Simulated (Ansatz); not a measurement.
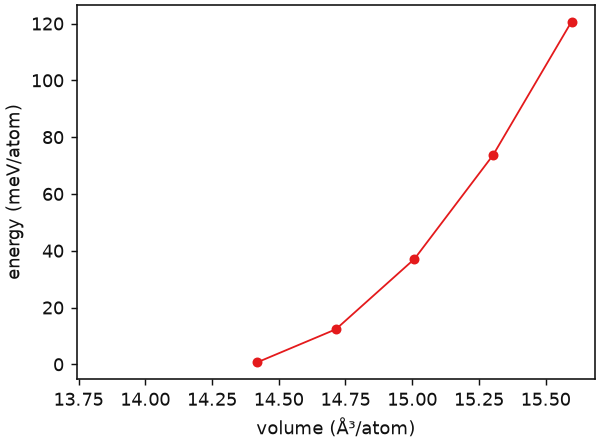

The picture above shows the energy against volume for Re, space group P6_3/mmc (No. 194).

Cell as given: a = 2.761 Å, b = 2.761 Å, c = 4.458 Å, α = 90.00°, β = 90.00°, γ = 120.00°; 2 atoms.

Calculation (Ansatz 0.2.0): all-electron LAPW DFT, no spin polarisation; energies at scaled volumes of the given cell, shape and fractions fixed, counted from the fit's minimum, third-order Birch-Murnaghan fit. Level: LDA.

k mesh 11×11×6; occupations Fermi–Dirac; smearing width 0.05 eV; potentials all electron LAPW, scalar relativistic; program settings basis error eV/atom 0.001.

The points at volume 13.83 Å³/atom and 14.13 Å³/atom are left out of the plot. What values does the calculation give there?

| volume (Å³/atom) | energy (meV/atom) |
| --- | --- |
| 13.83 | 23 |
| 14.13 | 4 |

Keep in mind: shape and atomic fractions are frozen while scaling, which makes layered, chain and framework solids too stiff.
